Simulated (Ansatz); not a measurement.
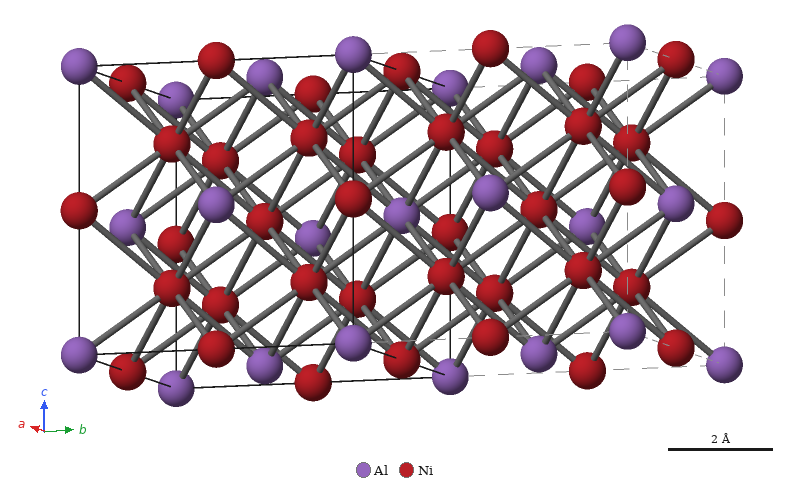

Ball-and-stick representation of a periodic structure, projected from a general direction. The conventional unit cell (solid box) is repeated to 1×2×1 cells. Cell: a = 5.597 Å, b = 5.597 Å, c = 5.597 Å, α = 90.00°, β = 90.00°, γ = 90.00°.

Describe the crystal.

- Chemical formula AlNi3.
- It belongs to space group Fm-3m (No. 225) and has a face-centred cubic lattice.
- The structure is of the kind named D0₃ (BiF₃ or Fe₃Al type).
- One cell contains 4 Al, 12 Ni, 16 atoms in all.
- The Al atoms are each bonded to eight Ni in a cubic arrangement at about 2.4 Å. Ni takes two kinds of site: 4b with eight Ni in a cubic arrangement at about 2.4 Å; 8c with four Al and four Ni in a cubic arrangement (about 2.4 Å to Al, 2.4 Å to Ni).
- The bonds build a three-dimensional framework.

The model was built from a structure listed in the Materials Project, with elements exchanged, so it need not be a known form of the compound. Earlier steps of the study may have refined or changed the cell and positions. It was set up as input for a calculation with Ansatz.
